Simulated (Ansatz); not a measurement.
# twin(10-12) boundary in hcp Co with Pd (substitutional): structure and resistance, part 2 of 2

How much does the twin(10-12) boundary in hcp Co with Pd (substitutional) reflect electrons?

Ansatz 0.2.0; Ansatz plane-wave DFT, PBE, PAW files, collinear spin; relaxation of a bicrystal slab with its lowest layers held; PAW set soft_1 (the session's first sound run).

So far: Set-up; Relaxing the bicrystal.

## (2) Relaxing the bicrystal (continued)

Relaxation path:

```
step  energy less that of the first step (eV)  largest force component (eV/Å)
   1                                   0.0000                          1.7017
   2                                  -0.3133                          1.0115
   3                                  -0.4575                          0.1344
   4                                  -0.4634                          0.0453
   5                                  -0.4643                          0.0067
```

Forces are held to the 2 operations that the run works with; a distortion that breaks them can't arise in this run.

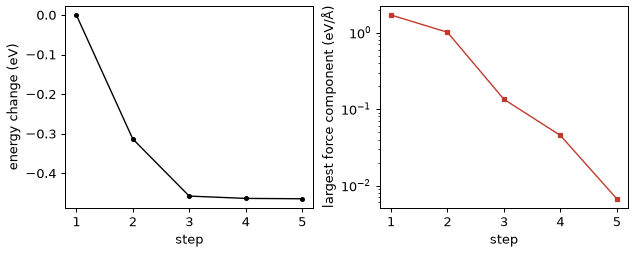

Energy and largest force along the relaxation.

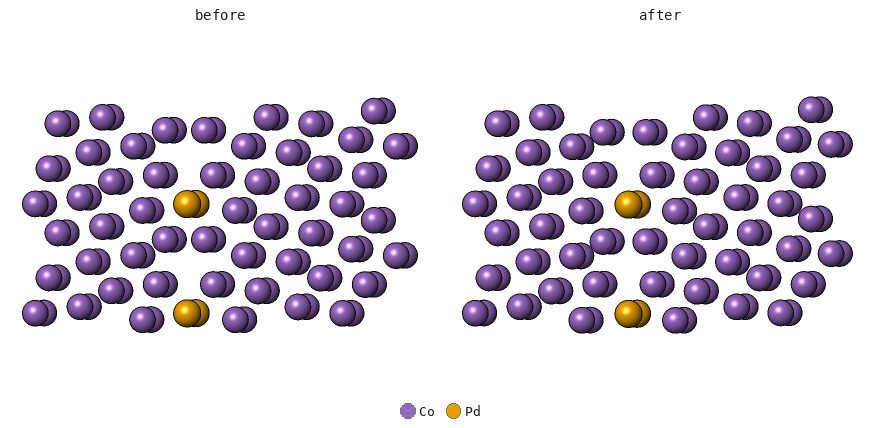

The structure before and after the relaxation, drawn at the same scale.

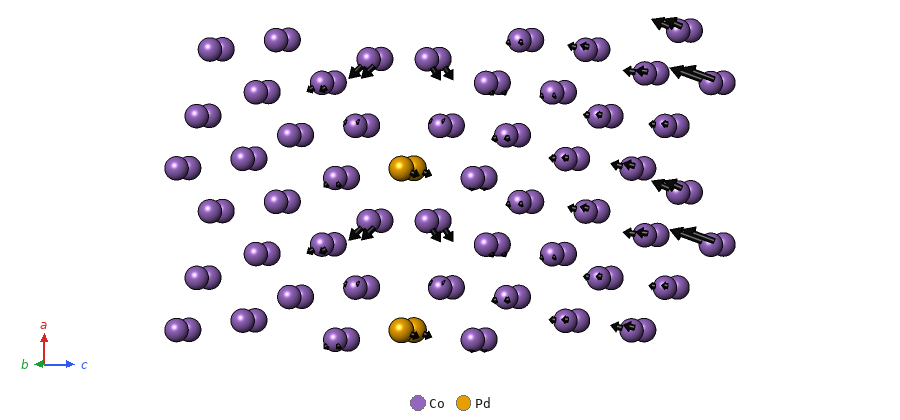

Displacements in the relaxation, exaggerated; the longest in the cell stands for 0.30 Å. 2×2×1 cells are drawn.

The atoms that moved most (Å):

| atom | dx | dy | dz | length |
| --- | --- | --- | --- | --- |
| Co27 | 0.103 | 0.000 | -0.285 | 0.302 |
| Co26 | 0.068 | 0.000 | -0.160 | 0.174 |
| Co11 | -0.112 | 0.000 | -0.117 | 0.162 |
| Co13 | -0.113 | 0.000 | 0.075 | 0.135 |
| Co24 | 0.015 | 0.000 | -0.110 | 0.111 |
| Co23 | 0.025 | 0.000 | -0.105 | 0.108 |
| Pd12 | -0.030 | 0.000 | 0.078 | 0.084 |
| Co21 | 0.020 | 0.000 | -0.079 | 0.081 |

Numbers from this step:

```yaml
free_energy: -140247.1723 eV
energy_at_zero_smearing: -140246.7071 eV
fermi_energy: 10.52 eV
magnetization: 43.46 μB
absolute_magnetization: 47.68 μB
```

The largest force component on a free atom ends at 0.0067 eV/Å, under the tolerance of 0.03, after 5 steps.

## (3) Transmission across the boundary

This step: Ansatz plane-wave DFT, PBE, PAW files, collinear spin; ballistic transport by layer matching (Landauer), zero bias; boundary relaxed in a short slab, bulk layers laid on; PAW set soft_1 (Ansatz 0.2.0).

System of this step: twin(10-12) boundary in hcp Co with Pd (substitutional). The cell holds 59 atoms: 58 Co and 1 Pd. Its edges and angles: a = 5.963 Å, b = 2.505 Å, c = 51.813 Å, α = 90.0°, β = 90.0°, γ = 90.0°. It derives from Co. Regions: lower grain, 24 atoms (24 Co); boundary, 15 atoms (14 Co and 1 Pd); upper grain, 20 atoms (20 Co). Vacuum lies along c.

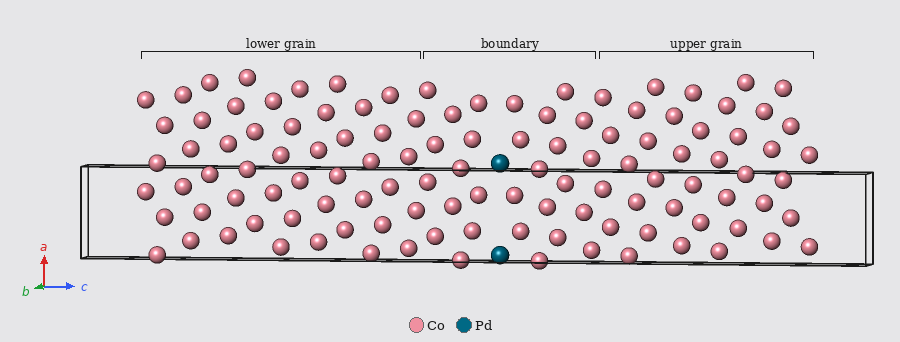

The cell of this step (cobalt pink, palladium blue). 2×1×1 cells are drawn.

The input, input.yaml:

```yaml
crystal:
  lattice:
    - [5.9626723849, 0.0, 0.0]
    - [0.0, 2.5054, 0.0]
    - [0.0, 0.0, 51.8129766192]
  atoms:
    - { symbol: Co, position: [4.7224164196, -6.5833333333, 0.0772007374], spin: 2.0 }
    - { symbol: Co, position: [4.0458645788, -7.0833333334, 0.0963470844], spin: 2.0 }
    - { symbol: Co, position: [4.4575886583, -6.0833333333, 0.105920258], spin: 2.0 }
    - { symbol: Co, position: [3.7810368174, -6.5833333334, 0.1250666051], spin: 2.0 }
    - { symbol: Co, position: [4.192760897, -5.5833333333, 0.1346397786], spin: 2.0 }
    - { symbol: Co, position: [3.5162090561, -6.0833333334, 0.1537861257], spin: 2.0 }
    - { symbol: Co, position: [3.9279331357, -5.0833333333, 0.1633592992], spin: 2.0 }
    - { symbol: Co, position: [3.2513812948, -5.5833333334, 0.1825056463], spin: 2.0 }
    - { symbol: Co, position: [3.6631053744, -4.5833333333, 0.1920788198], spin: 2.0 }
    - { symbol: Co, position: [2.9865535335, -5.0833333334, 0.2112251669], spin: 2.0 }
    - { symbol: Co, position: [3.3982776131, -4.0833333333, 0.2207983404], spin: 2.0 }
    - { symbol: Co, position: [2.7217257722, -4.5833333334, 0.2399446875], spin: 2.0 }
    - { symbol: Co, position: [3.1334498518, -3.5833333333, 0.249517861], spin: 2.0 }
    - { symbol: Co, position: [2.4568980109, -4.0833333334, 0.2686642081], spin: 2.0 }
    - { symbol: Co, position: [2.8686220905, -3.0833333333, 0.2782373817], spin: 2.0 }
    - { symbol: Co, position: [2.1920702496, -3.5833333334, 0.2973837287], spin: 2.0 }
    - { symbol: Co, position: [2.6037943292, -2.5833333333, 0.3069569023], spin: 2.0 }
    - { symbol: Co, position: [1.9272424883, -3.0833333334, 0.3261032494], spin: 2.0 }
    - { symbol: Co, position: [2.3389665678, -2.0833333333, 0.3356764229], spin: 2.0 }
    - { symbol: Co, position: [1.662414727, -2.5833333334, 0.35482277], spin: 2.0 }
    - { symbol: Co, position: [2.0741388065, -1.5833333333, 0.3643959435], spin: 2.0 }
    - { symbol: Co, position: [1.3975869657, -2.0833333334, 0.3835422906], spin: 2.0 }
    - { symbol: Co, position: [1.8093110452, -1.0833333333, 0.3931154641], spin: 2.0 }
    - { symbol: Co, position: [1.1327592044, -1.5833333334, 0.4122618112], spin: 2.0 }
    - { symbol: Co, position: [0.5444832839, 0.4166666667, 0.4218349847], spin: 2.0 }
    - { symbol: Co, position: [0.8679314431, 0.9166666667, 0.4409813318], spin: 2.0 }
    - { symbol: Co, position: [0.2775757485, 0.9166666667, 0.4505391285], spin: 2.0 }
    - { symbol: Co, position: [0.5971192639, 0.4166666667, 0.4684996568], spin: 2.0 }
    - { symbol: Co, position: [0.0101763835, 0.4166666667, 0.4785655992], spin: 2.0 }
    - { symbol: Co, position: [0.3398769797, 0.9166666667, 0.4978973245], spin: 2.0 }
    - { symbol: Co, position: [0.7312140057, 0.9166666667, 0.5057419203], spin: 2.0 }
    - { symbol: Pd, position: [0.0683497464, 0.4166666667, 0.5286477837] }
    - { symbol: Co, position: [0.7310834328, 0.9166666667, 0.5515841669], spin: 2.0 }
    - { symbol: Co, position: [0.3400678085, 0.9166666667, 0.5593099057], spin: 2.0 }
    - { symbol: Co, position: [0.0097981832, 0.4166666667, 0.5788110042], spin: 2.0 }
    - { symbol: Co, position: [0.5968695186, 0.4166666667, 0.5888583931], spin: 2.0 }
    - { symbol: Co, position: [0.2772688609, 0.9166666667, 0.6065971689], spin: 2.0 }
    - { symbol: Co, position: [0.8665414049, 0.9166666667, 0.6163816056], spin: 2.0 }
    - { symbol: Co, position: [0.5426402804, 0.4166666667, 0.6356801603], spin: 2.0 }
    - { symbol: Co, position: [1.1311426835, -1.5833333334, 0.64517723], spin: 2.0 }
    - { symbol: Co, position: [1.8076945244, -1.0833333333, 0.6643235771], spin: 2.0 }
    - { symbol: Co, position: [1.3959704448, -2.0833333334, 0.6738967506], spin: 2.0 }
    - { symbol: Co, position: [2.0725222857, -1.5833333333, 0.6930430977], spin: 2.0 }
    - { symbol: Co, position: [1.6607982061, -2.5833333334, 0.7026162713], spin: 2.0 }
    - { symbol: Co, position: [2.337350047, -2.0833333333, 0.7217626183], spin: 2.0 }
    - { symbol: Co, position: [1.9256259674, -3.0833333334, 0.7313357919], spin: 2.0 }
    - { symbol: Co, position: [2.6021778083, -2.5833333333, 0.750482139], spin: 2.0 }
    - { symbol: Co, position: [2.1904537288, -3.5833333334, 0.7600553125], spin: 2.0 }
    - { symbol: Co, position: [2.8670055696, -3.0833333333, 0.7792016596], spin: 2.0 }
    - { symbol: Co, position: [2.4552814901, -4.0833333334, 0.7887748331], spin: 2.0 }
    - { symbol: Co, position: [3.1318333309, -3.5833333333, 0.8079211802], spin: 2.0 }
    - { symbol: Co, position: [2.7201092514, -4.5833333334, 0.8174943537], spin: 2.0 }
    - { symbol: Co, position: [3.3966610922, -4.0833333333, 0.8366407008], spin: 2.0 }
    - { symbol: Co, position: [2.9849370127, -5.0833333334, 0.8462138743], spin: 2.0 }
    - { symbol: Co, position: [3.6614888535, -4.5833333333, 0.8653602214], spin: 2.0 }
    - { symbol: Co, position: [3.249764774, -5.5833333334, 0.8749333949], spin: 2.0 }
    - { symbol: Co, position: [3.9263166148, -5.0833333333, 0.894079742], spin: 2.0 }
    - { symbol: Co, position: [3.5145925353, -6.0833333334, 0.9036529156], spin: 2.0 }
    - { symbol: Co, position: [4.1911443761, -5.5833333333, 0.9227992626], spin: 2.0 }
magnetization:
  spin_polarized: true
kpoints:
  mp_grid: { grid: [5, 10, 1] }
hamiltonian:
  xc: pbe
  pseudopotentials: { kind: paw, azcp: { folder: soft_1 } }
scf:
  occupations: { method: fermi_dirac, width: 0.1 }
output:
  transmission:
    leads: [[14, 16], [45, 47]]
    kmesh: [12, 24]
    e_range: [-0.1, 0.1]
    de: 0.05
  write_potential: true
  write_density: true
  volumetric_format: npy
  elf: true
```

Command:

```sh
ansatz run input.yaml --threads 4 --pin off --max-ram 15360MiB --backend cpu --events-out ev --progress --plain --runs-dir out
```

Numbers of over 12 decimals in the logs are rounded to 6 here.

What it wrote:

```text
[...]
Crystal: 59 atoms, lattice volume = 774.028 Å³
Basis set: ecut = 420 eV, 14987 PW (Γ)
Bands: 672, of which v1, the nominal top of the filled ones, is band 502 counted from 1 (501 counted from 0)
Symmetry: 2 space group operations
[...]
k-points: 18 of 50 (time reversal used)
[...]
Starting moments: Σ|m| = 116 μB on 58 of 59 sites
[...]
SCF iter   1: F=—  HF=-304272.472469 eV  |F-HF|=—  |Δ(HF+E_count)|=         —  Δρ=7.19e-2 (↑7.16e-2 ↓7.19e-2)  dr2=9.40e2  dr2_m=3.29e0  M=98.414 μB ∫|m|=103.070 μB  β_m=0.30  ethr=3.10e-3  ⟨swp⟩=6.1  Hψ=89158  notcnv=0  defer=2630
[...]
SCF iter  17: F=-304284.472296 eV  HF=-304284.472296 eV  |F-HF|=2.70e-8  |Δ(HF+E_count)|=   2.99e-8  Δρ=1.03e-6 (↑4.31e-7 ↓1.03e-6)  dr2=3.25e-8  dr2_m=1.65e-9  M=96.975 μB ∫|m|=106.327 μB  ethr=8.80e-12  ⟨swp⟩=10.3  Hψ=125773  notcnv=0
SCF 1 converged in 17 iterations: F = -304284.472296 eV  dr2 = 3.25e-8
[...]
transmission: 700 of 6916 steps passed
transmission: 1384 of 6916 steps passed
[...]
transmission: 6916 of 6916 steps passed
WARN: The input density's exchange-correlation potential varies sharply where the density is thin. Do not read a vacuum level from v_tot or v_xc, or from such a field of the output density. On a cell that repeats whose density bears no net charge and no dipole along the vacuum's axis use v_es (v_loc + v_h of the components); under efield.dipole_correction with no amplitude use v_es + v_field, which holds any external [...]
some or all of what a close reads of its open shells is tried by no SCF: some or all of their fillings by name were not asked, since the model of its bands would take too long in so large a cell. Whether a lower state lies along it is not known (a run that goes on reads the state that it goes on from)
SCF converged after 17 iterations
the last check of whether an eigenvalue changes by more than its tolerance under the output density was not made (no_room)
Magnetization: 96.9753 μB (550.4877 up, 453.5123 down)
Absolute magnetization: 106.4264 μB (∫|ρ↑−ρ↓|, with the PAW one-centre terms)
[...]
Per-site moments (μB) at R_I (Å): [(1.899229, 1.033141), (1.857923, 1.033141), (1.809353, 1.033141), (1.751577, 1.033141), (1.699415, 1.033141), (1.725113, 1.033141), (1.717924, 1.033141), (1.714356, 1.033141), (1.717018, 1.033141), (1.715344, 1.033141), (1.714985, 1.033141), (1.718251, 1.033141), (1.714587, 1.033141), (1.715888, 1.033141), (1.717583, 1.033141), (1.716113, 1.033141), (1.715609, 1.033141), (1.715855,  [...]
Free energy (F): -304284.472296 eV
[...]
Internal energy: -304282.515404 eV  (E = F + TS)
E sigma→0 (E₀):  -304283.493850 eV
Entropy (-TS):   -1.956892 eV (-33.168 meV/atom)
Fermi energy:    14.917209 eV
[...]
--- Band table (eV; the first three rows and the last of 36) ---
  k-point 0 ↑: bands = [... 498 lower, 13.7665, 13.7866, 13.7988, 13.8002, 13.8205, 13.8297, 13.8377, 13.8407, ... 166 higher]
  k-point 1 ↑: bands = [... 498 lower, 13.7736, 13.7977, 13.8218, 13.8342, 13.8500, 13.8543, 13.8657, 13.8672, ... 166 higher]
  k-point 2 ↑: bands = [... 498 lower, 13.7866, 13.8054, 13.8124, 13.8255, 13.8439, 13.8592, 13.8678, 13.8757, ... 166 higher]
  k-point 17 ↓: bands = [... 498 lower, 16.1243, 16.1318, 16.1354, 16.1439, 16.1467, 16.1507, 16.1546, 16.1623, ... 166 higher]
--- Transmission ---
  basis      : 127 plane waves across, 38 finite elements along
  points     : 91, standing for a mesh of 12 x 24
  energies   : 5 from -0.100000 to 0.100000 eV about the Fermi level, 0.050000 eV apart; the leads are filled to 0.000000 eV, and channels, transmission and decay are at 0.000000 eV
  crystal 0  : Co4, at the sites [14, 16], period 2.9761 Å, over 19.34 Å; its Hamiltonian steps by up to 17.5 meV
    offset         : up to 0.0000 Å between an atom of the period and one for which it stands
    channels       : 1.770833e0 up, 3.170139e0 down
    conductance    : none, the energies end too early or step too widely for 300 K: set another output.transmission.e_range or a lower de, or, where they end at an eighth of basis.ecutwfc, a higher one
    slowest decay  : 0.1072 /Å at (0.2500, 0.4583)
[...]
channels       : 1.770833e0 up, 3.170139e0 down
[...]
slowest decay  : 0.1073 /Å at (0.2500, 0.4583)
  junction   : crystal 0 to crystal 1, 14.37 to 37.44 Å
    transmission   : 1.558246e0 up, 1.277089e0 down
[...]
```

Wall time 1.6 h (4 threads of Arm Neoverse V1, shared host); peak memory 10 GiB.

In the SCF lines HF is the Harris–Foulkes energy and dr2 the Hartree energy of the density residual, in eV; the loop may stop once dr2 is under the threshold and the program's other checks hold. Hψ counts applications of the Hamiltonian.

Numbers from this step:

```yaml
free_energy: -304284.4723 eV
energy_at_zero_smearing: -304283.4939 eV
fermi_energy: 14.92 eV
magnetization: 96.98 μB
absolute_magnetization: 106.4 μB
cell_area: 14.94 Å²
transmission_spin_up: 1.558
transmission_spin_down: 1.277
open_channels_spin_up: 1.771
open_channels_upper_lead_spin_up: 1.771
open_channels_spin_down: 3.170
open_channels_upper_lead_spin_down: 3.170
step_of_the_lead_s_potential: 17.5 meV
step_of_the_upper_lead_s_potential: 17.5 meV
```

Per spin. Transmission, zone mean against energy, zero at the Fermi level:

```csv
energy (eV),T up,T down
-0.1000,1.54,1.20
-0.0500,1.53,1.24
0.0000,1.56,1.28
0.0500,1.57,1.29
0.1000,1.59,1.35
```

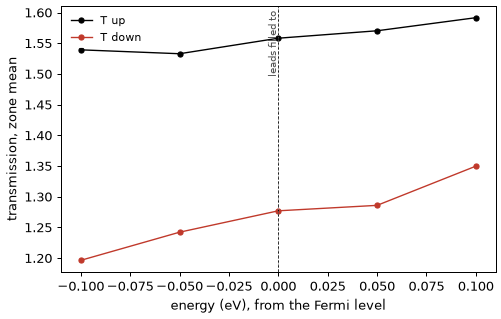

Transmission, zone mean against energy.

Per spin. Open channels, zone mean against energy, zero at the Fermi level:

```csv
energy (eV),lead up,upper lead up,lead down,upper lead down
-0.1000,1.74,1.74,3.12,3.12
-0.0500,1.76,1.76,3.14,3.14
0.0000,1.77,1.77,3.17,3.17
0.0500,1.77,1.77,3.19,3.19
0.1000,1.81,1.81,3.25,3.25
```

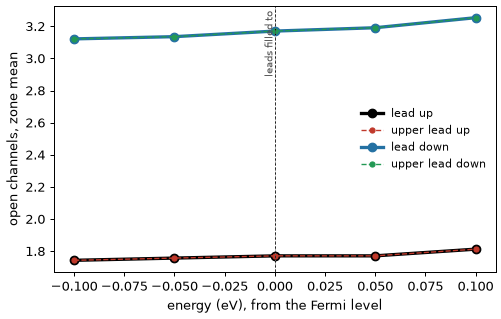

Open channels, zone mean against energy.

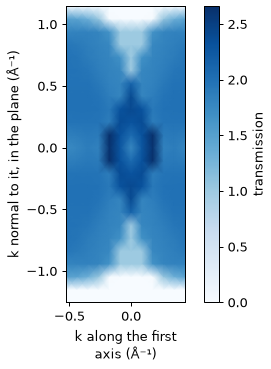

Transmission over k1 and k2. At 0.0000 eV from the Fermi level, spin up.

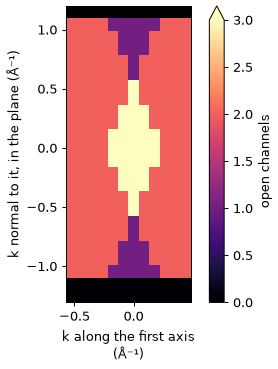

Open channels over k1 and k2. At 0.0000 eV from the Fermi level, spin up.

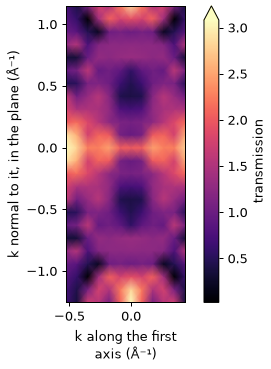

Transmission over k1 and k2. At 0.0000 eV from the Fermi level, spin down.

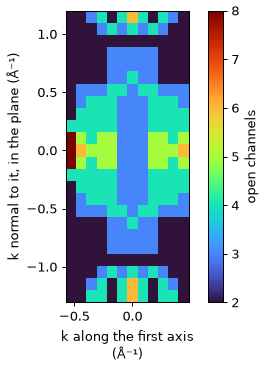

Open channels over k1 and k2. At 0.0000 eV from the Fermi level, spin down.

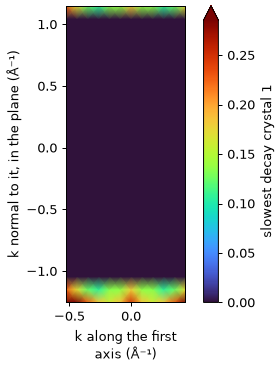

Slowest decay crystal 1 over k1 and k2. At 0.0000 eV from the Fermi level, spin up.

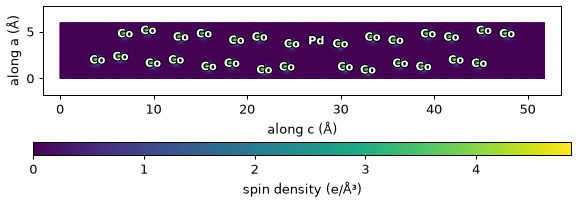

Spin density in the ca plane at fractional y = 0.417, with atoms of Co and Pd within 0.2 Å of it. The map starts off the cell's origin, so that atoms lie inside it.

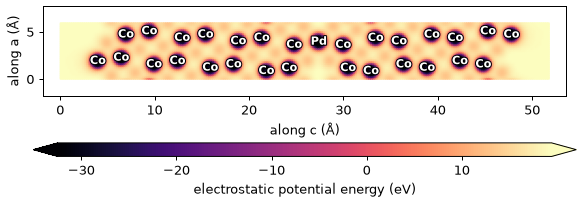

Electrostatic potential energy in the ca plane at fractional y = 0.417, with atoms of Co and Pd within 0.2 Å of it. With pseudopotentials it is smooth inside the atoms' cores, unlike the true potential. The map starts off the cell's origin, so that atoms lie inside it.

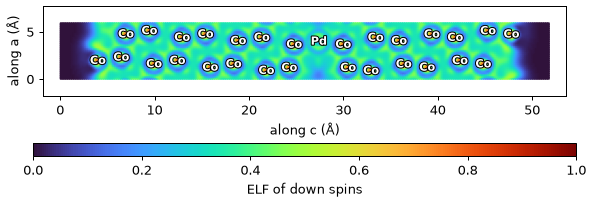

ELF of down spins in the ca plane at fractional y = 0.417, with atoms of Co and Pd within 0.2 Å of it. It is the smooth field of the valence electrons, not physical close to the nuclei. The map starts off the cell's origin, so that atoms lie inside it.

Nearest the Fermi level spin up passes 1.56 of 1.77 channels of the lower lead and spin down 1.28 of 3.17.

## (4) Specific resistance

This step: Ansatz plane-wave DFT, PBE, PAW files, collinear spin; ballistic transport by layer matching (Landauer), zero bias; specific resistance of the boundary; PAW set soft_1 (Ansatz 0.2.0).

This step gave:

```yaml
area_resistance: 0.2551 fΩ m²
t_over_the_leads_mean_channel_count: 0.5720
spin_asymmetry_gamma: 0.7198 (R down - R up) / (R down + R up)
```

Averaged over the energies near the Fermi level, 57.2 % of the channels pass, which makes 0.255 fΩ m².

By hand, with means over the energies near the Fermi level: RA per spin = A (h/e²)(1/T − ½[1/N₁ + 1/N₂]); spin up: 14.94×10⁻²⁰ m² × 25 813 Ω × (1/1.559 − ½[1/1.771 + 1/1.771]) = 0.297 fΩ m²; spin down: 14.94×10⁻²⁰ m² × 25 813 Ω × (1/1.270 − ½[1/3.174 + 1/3.174]) = 1.82 fΩ m². The spins conduct in parallel, so 1/RA = 1/0.297 + 1/1.82 and RA = 0.255 fΩ m²; γ = (1.82 − 0.297)/(1.82 + 0.297) = 0.72.

## (5) Summary of results

| Quantity | Value |
| --- | --- |
| specific resistance of the boundary | 0.255 fΩ m² |
| share of channels that pass | 0.572 |

In words: The boundary has a specific resistance of 0.26 fΩ m². The boundary reflects 43 % of the channels; 0.26 fΩ m² is 2.6×10⁻¹² Ω·cm². One Pd in 14.9 Å² of boundary is a high coverage. Each plane of this narrow cell holds one atom, so the solute fills a whole plane. One starting structure was relaxed; another shift or atom count at the boundary may lie lower. One magnetic start was tried, and the two spins conduct in parallel without mixing.

[Logs are printed without paths, hosts, clocks, repeated set-up lines and the standing remarks that a program may print on its own settings, such as how far it seeks lower states.]

[Hosts, paths, dates, database ids (printed as entryN), source tags and the programs' standing remarks are cut or masked in the printed files.]
